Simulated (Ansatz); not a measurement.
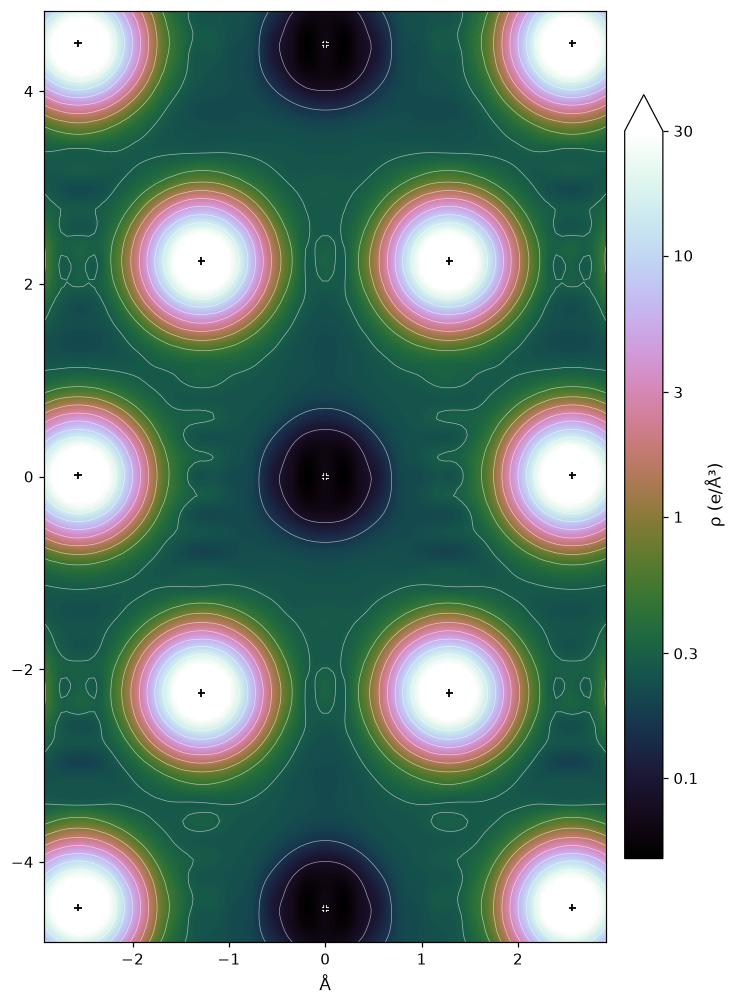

The valence charge density (pseudo) on a plane through atoms (crosses mark nuclei in the plane).

The calculation used DFT r2SCAN, scalar-relativistic, plane waves, PAW in Ansatz.

Candidates:
A. Pt, a = 3.94 Å, b = 3.94 Å, c = 3.94 Å, α = 90.00°, β = 90.00°, γ = 90.00°. Space group Fm-3m.
B. AlCu3, a = 4.19 Å, b = 5.13 Å, c = 8.97 Å, α = 90.00°, β = 90.00°, γ = 90.00°. Space group Pmmn; a structure from a database of computed crystals, not necessarily the ambient phase; computed without spin polarisation.

Q: Which system is this?

A: Candidate B: AlCu3 on the (100) plane of the calculation cell, which holds Al and Cu. Cu–Cu (2.57 Å): ρ at the midpoint is about 0.32 e/Å³. Al–Cu (2.57 Å): ρ is about 0.24 e/Å³ halfway.
